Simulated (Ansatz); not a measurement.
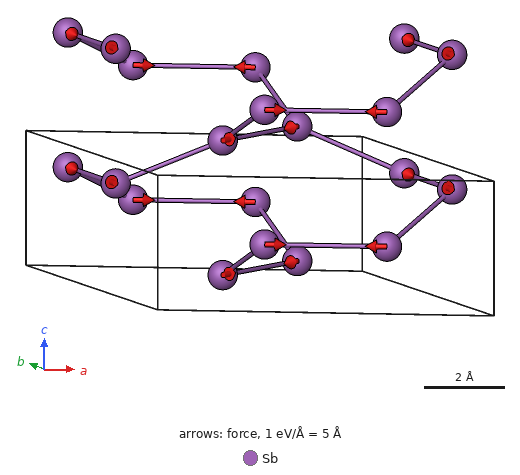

Starting geometry of solid Sb (a generated structure, set up in P6_422) (coarse preliminary run) with the computed forces as red arrows. The picture is a ball-and-stick view of the cell of the calculation, repeated 1 × 1 × 2 with one cell outlined, seen slightly off an axis.

Computed with Ansatz, DFT PBE, scalar-relativistic, plane waves, PAW. (plane-wave cutoff 420 eV; k-point mesh 3 × 3 × 6; occupations gaussian; smearing width 0.1 eV; no spin polarisation; cell and atoms relaxed; force threshold 0.04 eV/Å; at most 70 steps)

What follows when this structure is relaxed?

Answer. It isn't relaxed: the largest force vector, on Sb atoms, is 0.11 eV/Å. The atoms end up moving mostly along the starting forces (cosine between the two patterns 1.00). The largest moves relative to the cell, 0.062 Å, are those of Sb atoms. The drawn cell changes as follows: a = b 8.538 → 8.479 Å (−0.7 %), c 3.425 → 3.500 Å (+2.2 %); the volume changes by +0.8 %. Some distances before and after: Sb–Sb 3.105 → 2.959 Å, Sb–Sb 2.947 → 2.997 Å. The space group stays P6_422 (No. 181). Over 3 accepted moves (4 points after the start) the energy falls by 10.4 meV per atom. Largest force component: 0.11 eV/Å at the start, 0.0094 eV/Å at the end. Pressure: 0.32 GPa at the start and −0.17 GPa at the end. The SCF was repeated once at an unchanged geometry on a basis and grid sized afresh for the cell, which shifted the energy by less than 0.05 meV per atom at most. The run took 2.4 min on 1 thread of Intel(R) Xeon(R) Processor @ 2.50GHz (Skylake/Cascade Lake), on a shared host, peak memory 0.47 GiB.
